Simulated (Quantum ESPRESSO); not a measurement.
**Co: single-point calculation (part 3 of 3)**

Co (4 atoms in the cell); Kohn-Sham DFT of a periodic cell, LDA, GBRV 1.5 LDA, spin-polarised (Quantum ESPRESSO 7.5); cutoff 761.92 eV, 10×10×3 k-mesh, fermi-dirac of 0.05 eV, collinear spins. The structure derives from a Materials Project entry. The volume is scaled by 1.06.

Geometry of the input (Å; fractional positions):
```
2.5190  0.0000  0.0000
-1.2595  2.1815  0.0000
0.0000  0.0000  8.2469
Co 0.6667  0.3333  0.7500
Co 0.0000  0.0000  0.5000
Co 0.3333  0.6667  0.2500
Co 0.0000  0.0000  0.0000
```

The program's output, continued
```
   -75.9878 -75.9806 -75.9579 -75.9506 -39.8453 -39.8100 -39.7154 -39.6879
   -39.6853 -39.6649 -39.6415 -39.6317 -39.6257 -39.6076 -39.6048 -39.5949
    10.0088  10.7104  12.9299  13.7094  15.0121  15.0255  15.4632  15.6477
    15.8819  15.9934  16.2918  16.4782  16.5283  16.6562  16.7893  16.9123
    17.1295  17.2353  17.4769  17.5556  18.0016  18.2224  18.8830  20.0297
    25.8210  28.9788  32.1500  32.8204  35.2201  36.3743  36.5867  36.9570

          k = 0.0000 0.3464 0.0000 (  2186 PWs)   bands (ev):

   -75.9755 -75.9631 -75.9543 -75.9420 -39.8310 -39.8061 -39.7974 -39.7625
   -39.7416 -39.6815 -39.6669 -39.6573 -39.6365 -39.6355 -39.6173 -39.6050
    11.2222  12.7103  12.7202  14.2175  14.6027  14.9745  15.0835  15.2824
    15.9023  16.0545  16.2432  16.3554  16.6080  16.9985  17.0566  17.4356
    17.5741  17.6277  17.8382  17.9390  18.3555  18.4211  18.4510  23.0590
    24.3330  27.8788  29.8810  29.9917  33.5201  33.7119  33.8129  35.2144

          k = 0.0000 0.3464 0.1018 (  2162 PWs)   bands (ev):

   -75.9734 -75.9679 -75.9495 -75.9440 -39.8301 -39.8175 -39.7864 -39.7575
   -39.7377 -39.7031 -39.6628 -39.6515 -39.6396 -39.6228 -39.6205 -39.6092
    11.4133  11.9506  13.5032  14.0818  14.5403  14.7037  15.3438  15.3726
    15.8687  16.0116  16.3286  16.4448  16.5356  16.6915  17.3257  17.4915
    17.5196  17.6501  17.7680  17.7822  18.0657  18.2643  19.5870  21.2871
    26.5497  28.0348  28.9317  30.0929  31.6165  33.2559  34.1918  35.2745

          k = 0.0000 0.4619 0.0000 (  2156 PWs)   bands (ev):

   -75.9621 -75.9546 -75.9458 -75.9384 -39.8634 -39.8605 -39.8146 -39.8029
   -39.7665 -39.6979 -39.6842 -39.6577 -39.6509 -39.6499 -39.6343 -39.6164
    12.6717  13.1768  13.2782  14.0510  14.4429  14.6429  14.7934  15.5118
    15.7555  16.1776  16.3214  16.9462  17.0938  17.1112  17.4607  18.0932
    18.1739  18.2087  18.2448  18.3124  18.3950  18.6434  18.9801  23.2119
    24.9455  25.7461  27.0074  27.4365  31.5676  32.1066  32.2761  35.6306

          k = 0.0000 0.4619 0.1018 (  2170 PWs)   bands (ev):

   -75.9607 -75.9573 -75.9432 -75.9397 -39.8597 -39.8483 -39.8331 -39.8175
   -39.7400 -39.7086 -39.6797 -39.6673 -39.6514 -39.6392 -39.6334 -39.6210
    12.7534  12.9624  13.5358  13.9153  14.2939  14.4362  15.2268  15.5380
    16.0267  16.2584  16.2927  16.6203  16.7177  17.0834  17.6316  18.0349
    18.1141  18.1790  18.1949  18.2770  18.3452  18.4634  20.2261  22.0318
    25.0408  25.4275  27.9476  28.4372  30.2363  31.7561  32.6954  33.8728

          k = 0.0000-0.5774 0.0000 (  2164 PWs)   bands (ev):

   -75.9563 -75.9514 -75.9425 -75.9376 -39.8823 -39.8819 -39.8342 -39.8265
   -39.7300 -39.7222 -39.6907 -39.6567 -39.6564 -39.6553 -39.6412 -39.6209
    13.1163  13.2350  13.6929  13.8902  14.4373  14.4568  14.7152  15.6177
    15.6295  16.1092  16.4290  17.0987  17.1087  17.7199  18.3037  18.3188
    18.3339  18.3822  18.4457  18.4582  18.4587  18.6607  20.5005  20.9033
    24.6008  24.6489  27.6266  28.0448  29.4832  30.0898  31.7147  35.1643

          k = 0.0000-0.5774 0.1018 (  2160 PWs)   bands (ev):

   -75.9553 -75.9530 -75.9409 -75.9386 -39.8744 -39.8733 -39.8464 -39.8417
   -39.7195 -39.7144 -39.6861 -39.6733 -39.6571 -39.6483 -39.6384 -39.6256
    13.2454  13.3247  13.6053  13.6464  14.2218  14.3181  15.2456  15.5742
    16.1610  16.2322  16.4032  16.5831  17.0262  17.4148  17.6846  18.1532
    18.3263  18.3490  18.4400  18.4525  19.0979  19.4288  20.4322  20.7163
    24.7578  24.7939  26.8720  26.9968  31.0667  31.3832  32.1505  33.3650

          k = 0.1000 0.1732 0.0000 (  2181 PWs)   bands (ev):

   -75.9942 -75.9763 -75.9675 -75.9495 -39.8666 -39.7641 -39.7433 -39.6775
   -39.6488 -39.6480 -39.6427 -39.6261 -39.6171 -39.6105 -39.5964 -39.5924
     9.4462  11.5142  11.5218  13.7367  15.2230  15.3720  15.4560  15.6978
    15.8655  15.8901  16.4327  16.4451  16.5378  16.5658  16.8035  16.8973
    16.9197  17.0690  17.6214  17.8016  17.8892  18.0538  18.3526  20.5324
    24.0500  32.4252  32.4358  34.0811  34.3708  35.6392  36.1657  36.5260

          k = 0.1000 0.1732 0.1018 (  2179 PWs)   bands (ev):

   -75.9913 -75.9837 -75.9601 -75.9524 -39.8516 -39.8108 -39.6978 -39.6726
   -39.6609 -39.6597 -39.6375 -39.6241 -39.6162 -39.6092 -39.5981 -39.5951
     9.6968  10.4212  12.7307  13.5413  15.1280  15.2109  15.5216  15.7232
    15.9169  15.9898  16.3271  16.3902  16.5311  16.6181  16.7047  16.7638
    17.0878  17.2276  17.4861  17.5008  17.9874  18.1969  18.7157  19.6972
    25.6673  28.7848  34.2679  34.5365  35.0496  35.3917  36.2387  37.5373

          k = 0.1000 0.2887 0.0000 (  2171 PWs)   bands (ev):

   -75.9808 -75.9668 -75.9580 -75.9439 -39.8351 -39.7894 -39.7798 -39.7336
   -39.7148 -39.6716 -39.6705 -39.6444 -39.6384 -39.6310 -39.6094 -39.6093
    10.6825  12.4374  12.4453  14.2849  14.7733  15.0103  15.2951  15.2977
    15.6770  15.6940  16.3463  16.3998  16.4806  16.8707  16.9183  17.2406
    17.4647  17.5191  17.7004  17.9607  18.0650  18.3438  18.5641  22.3466
    24.3080  29.9025  31.8861  31.9548  32.4880  33.3260  33.4029  34.6817

          k = 0.1000 0.2887 0.1018 (  2167 PWs)   bands (ev):

   -75.9785 -75.9724 -75.9524 -75.9462 -39.8295 -39.8122 -39.7545 -39.7275
   -39.7210 -39.6951 -39.6577 -39.6468 -39.6351 -39.6260 -39.6132 -39.6087
    10.9003  11.5227  13.4290  14.1273  14.7127  14.8639  15.2377  15.4087
    15.6956  15.8185  16.2562  16.3658  16.5656  16.7915  17.0118  17.1986
    17.3637  17.5141  17.7408  17.7741  18.0468  18.2454  19.3841  20.8898
    26.3615  29.4795  30.3212  30.9418  32.6423  33.2735  33.8147  35.3902

          k = 0.1000 0.4041 0.0000 (  2154 PWs)   bands (ev):

   -75.9664 -75.9572 -75.9484 -75.9393 -39.8396 -39.8329 -39.7879 -39.7867
   -39.7785 -39.6889 -39.6882 -39.6669 -39.6562 -39.6412 -39.6273 -39.6250
    12.2103  13.1923  13.2219  14.2783  14.4838  14.8585  14.9534  15.2259
    15.7954  16.0688  16.1844  16.3266  16.4942  17.0381  17.2439  17.5179
    17.9962  18.0266  18.1812  18.2696  18.4396  18.8925  18.9681  24.3947
    24.4158  26.5443  28.3562  28.4841  30.8446  33.0872  33.3461  33.5518

          k = 0.1000 0.4041 0.1018 (  2157 PWs)   bands (ev):

   -75.9648 -75.9606 -75.9451 -75.9409 -39.8391 -39.8222 -39.8155 -39.7914
   -39.7456 -39.7095 -39.6792 -39.6706 -39.6550 -39.6402 -39.6285 -39.6224
    12.3457  12.7135  13.7038  14.1403  14.4409  14.6498  15.1957  15.3131
    15.8451  15.9497  16.2579  16.4206  16.4581  16.7395  17.4558  17.5530
    17.7693  17.9956  18.1067  18.3072  18.4507  18.4791  20.2157  22.1078
    26.2087  26.7872  28.2748  29.6037  31.1092  31.3106  31.7742  32.2289

          k = 0.1000 0.5196 0.0000 (  2170 PWs)   bands (ev):

   -75.9563 -75.9514 -75.9425 -75.9376 -39.8696 -39.8696 -39.8225 -39.8156
   -39.7461 -39.7113 -39.7017 -39.6804 -39.6622 -39.6427 -39.6426 -39.6348
    13.2220  13.3872  13.6903  14.0906  14.5448  14.5498  14.7409  15.4702
    15.5592  16.0502  16.4254  16.5611  17.1242  17.2504  17.3117  18.1225
    18.1601  18.2188  18.3470  18.4493  19.1276  19.7712  20.1213  22.1912
    25.0108  25.1069  27.3464  27.8070  29.8692  30.4088  31.0559  32.6942

          k = 0.1000 0.5196 0.1018 (  2165 PWs)   bands (ev):

   -75.9553 -75.9530 -75.9409 -75.9386 -39.8641 -39.8596 -39.8360 -39.8299
   -39.7292 -39.7140 -39.6927 -39.6828 -39.6661 -39.6543 -39.6377 -39.6328
    13.2988  13.4390  13.6505  13.9239  14.2999  14.4511  15.2020  15.5625
    15.8319  15.9967  16.3508  16.4966  16.8384  16.9443  17.6771  17.9977
    18.1286  18.1874  18.3047  18.4254  19.3082  19.5762  20.8436  21.8299
    24.8042  25.0242  27.0251  28.0697  30.1716  30.6147  31.3086  32.2259

          k = 0.2000 0.3464 0.0000 (  2154 PWs)   bands (ev):

   -75.9680 -75.9583 -75.9494 -75.9397 -39.8191 -39.8134 -39.8020 -39.7718
   -39.7655 -39.7023 -39.6760 -39.6712 -39.6600 -39.6483 -39.6354 -39.6241
    12.0385  13.2648  13.2730  14.4514  14.6214  14.7700  15.1647  15.2877
    15.5107  15.5312  16.0856  16.1854  16.4736  16.8220  17.1506  17.5377
    17.6395  18.0532  18.1131  18.2902  18.5709  18.9394  19.1443  24.1741
    24.8600  28.2065  28.4385  30.3544  30.4807  30.8027  30.8506  34.1758

          k = 0.2000 0.3464 0.1018 (  2166 PWs)   bands (ev):

   -75.9663 -75.9619 -75.9458 -75.9414 -39.8239 -39.8158 -39.7977 -39.7774
   -39.7449 -39.7112 -39.6818 -39.6711 -39.6627 -39.6527 -39.6274 -39.6226
    12.1992  12.6464  13.8806  14.2992  14.7087  14.8518  14.9750  15.1230
    15.6206  15.6507  16.1121  16.1558  16.5657  16.7882  17.1159  17.3500
    17.6400  18.0075  18.2145  18.2748  18.5274  18.5635  20.2676  22.1089
    27.2846  28.4066  28.6980  29.4074  29.5560  30.8721  32.1094  32.4890

          k = 0.2000 0.4619 0.0000 (  2155 PWs)   bands (ev):

   -75.9564 -75.9514 -75.9425 -75.9376 -39.8427 -39.8415 -39.8030 -39.7927
   -39.7701 -39.7287 -39.7013 -39.6969 -39.6742 -39.6679 -39.6440 -39.6373
    13.3865  13.7634  13.8401  14.4136  14.4247  14.7092  15.0630  15.2219
    15.5370  15.6735  15.9106  16.1617  16.5524  16.9745  17.3693  17.5816
    17.7917  18.1971  18.3682  18.3698  19.5540  20.3451  20.4558  24.1756
    25.8956  26.2430  26.9771  27.5982  27.9553  29.6891  29.8163  32.3607

          k = 0.2000 0.4619 0.1018 (  2160 PWs)   bands (ev):

   -75.9554 -75.9530 -75.9409 -75.9385 -39.8388 -39.8325 -39.8165 -39.8103
   -39.7437 -39.7291 -39.7023 -39.6939 -39.6860 -39.6716 -39.6392 -39.6364
    13.4471  13.6048  14.0003  14.2331  14.5249  14.7889  14.9309  15.1748
    15.6612  15.7767  15.9356  16.1066  16.6030  16.8094  17.3869  17.5379
    17.7980  18.1204  18.3816  18.4495  19.5817  19.7705  21.6420  23.2827
    25.4511  25.8741  27.4048  28.1148  28.7239  29.5482  30.8172  31.2766

          k = 0.2000 0.5774 0.0000 (  2166 PWs)   bands (ev):

   -75.9511 -75.9487 -75.9399 -75.9376 -39.8533 -39.8514 -39.8088 -39.8052
   -39.7554 -39.7355 -39.7184 -39.7123 -39.6757 -39.6717 -39.6567 -39.6364
    13.7740  13.8171  14.2088  14.4212  14.5407  14.6932  14.9273  15.2158
    15.2352  15.8128  15.8749  16.4320  16.5964  17.1919  17.2871  17.9154
    17.9830  18.0815  18.2675  18.3336  20.6882  21.5537  21.6141  22.1141
    24.8718  24.9466  26.5869  28.4248  28.7556  29.2250  29.9289  30.1618

          k = 0.2000 0.5774 0.1018 (  2156 PWs)   bands (ev):

   -75.9506 -75.9494 -75.9392 -75.9381 -39.8465 -39.8461 -39.8187 -39.8182
   -39.7422 -39.7405 -39.7177 -39.6980 -39.6886 -39.6742 -39.6490 -39.6412
    13.8789  13.8961  14.1208  14.1837  14.4460  14.6813  15.0246  15.2696
    15.5615  15.7956  15.8543  16.2278  16.6791  16.9049  17.5335  17.7409
    18.0596  18.1482  18.2412  18.3527  20.8133  21.1438  21.9138  22.0684
    25.2042  25.2923  26.6817  27.3207  27.8780  28.2068  30.9451  32.0855

          k = 0.3000 0.5196 0.0000 (  2142 PWs)   bands (ev):

   -75.9487 -75.9477 -75.9389 -75.9379 -39.8296 -39.8266 -39.8059 -39.7850
   -39.7756 -39.7729 -39.7268 -39.7136 -39.6998 -39.6761 -39.6660 -39.6344
    14.2721  14.3319  14.3397  14.3946  14.5450  14.5712  15.0185  15.0682
    15.3579  15.4508  15.8016  15.8538  16.8306  16.9024  17.4895  17.6466
    17.8258  18.1126  18.2067  18.2289  21.2070  22.3501  22.6116  23.7039
    23.8253  25.3422  26.0946  26.3305  27.1985  29.0900  29.7172  31.7608

          k = 0.3000 0.5196 0.1018 (  2153 PWs)   bands (ev):

   -75.9485 -75.9480 -75.9386 -75.9381 -39.8269 -39.8183 -39.8183 -39.7939
   -39.7655 -39.7626 -39.7382 -39.7281 -39.6842 -39.6742 -39.6591 -39.6430
    14.2879  14.3108  14.3458  14.3628  14.6386  14.6623  14.8611  14.8662
    15.5535  15.6175  15.7459  15.8024  16.8378  16.8791  17.4006  17.4810
    17.9522  18.1215  18.2670  18.2775  21.3152  21.7123  23.3620  23.6879
    24.0774  24.7839  25.9056  26.3282  28.0129  28.4425  29.8590  30.0280

     the Fermi energy is    17.1440 ev

!    total energy              =   -1193.34336655 Ry
     estimated scf accuracy    <          1.7E-10 Ry
     smearing contrib. (-TS)   =      -0.00204517 Ry
     internal energy E=F+TS    =   -1193.34132137 Ry

     The total energy is F=E-TS. E is the sum of the following terms:
     one-electron contribution =    -637.07686567 Ry
     hartree contribution      =     359.21051597 Ry
     xc contribution           =    -128.82293411 Ry
     ewald contribution        =    -786.65203757 Ry

     total magnetization       =     6.72 Bohr mag/cell
     absolute magnetization    =     7.25 Bohr mag/cell

     convergence has been achieved in  14 iterations

     Forces acting on atoms (cartesian axes, Ry/au):

     atom    1 type  1   force =     0.00000000   -0.00000000    0.00000000
     atom    2 type  1   force =     0.00000000   -0.00000000   -0.00000000
     atom    3 type  1   force =    -0.00000000    0.00000000    0.00000000
     atom    4 type  1   force =     0.00000000    0.00000000    0.00000000

     Total force =     0.000000     Total SCF correction =     0.000000

     Computing stress (Cartesian axis) and pressure

          total   stress  (Ry/bohr**3)                   (kbar)     P=     -242.54
  -0.00158907  -0.00000000   0.00000000         -233.76       -0.00        0.00
   0.00000000  -0.00158907   0.00000000            0.00     -233.76        0.00
   0.00000000   0.00000000  -0.00176814            0.00        0.00     -260.10

=------------------------------------------------------------------------------=
   JOB DONE.
=------------------------------------------------------------------------------=
```

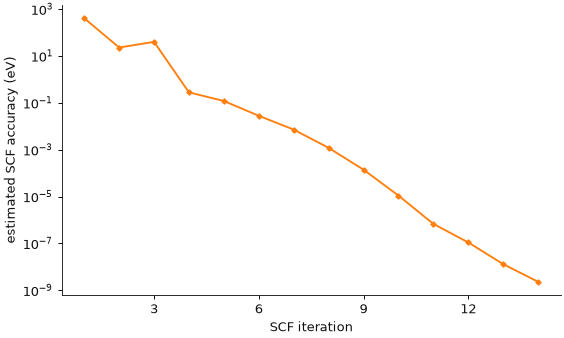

*Convergence of the self-consistent field: estimated SCF accuracy against the iteration.*

The field takes 14 iterations in all.

Results in brief

```json
{"quantity": "outcome", "value": "converged"}
{"quantity": "space group (tolerance 0.01 Å)", "value": "P6₃/mmc (194)"}
{"quantity": "electrons treated", "value": "68"}
{"quantity": "free energy", "value": "−16236.2636 eV"}
{"quantity": "Fermi energy", "value": "17.144 eV"}
{"quantity": "gap on the k-point mesh", "value": "none (metallic)"}
{"quantity": "net moment of the cell", "value": "6.72 μB"}
{"quantity": "integrated absolute moment", "value": "7.25 μB"}
{"quantity": "pressure", "value": "−24.25 GPa"}
{"quantity": "largest force (length of the vector)", "value": "under 0.001 eV/Å"}
{"quantity": "wall time", "value": "56 s (CPU time 1.9 min)"}
{"quantity": "peak memory", "value": "0.4 GiB"}
```

Remarks

Points of doubt noted for this run: coarse mesh. The cell is under a tension of 24 GPa at this level, so it is not at its equilibrium volume.
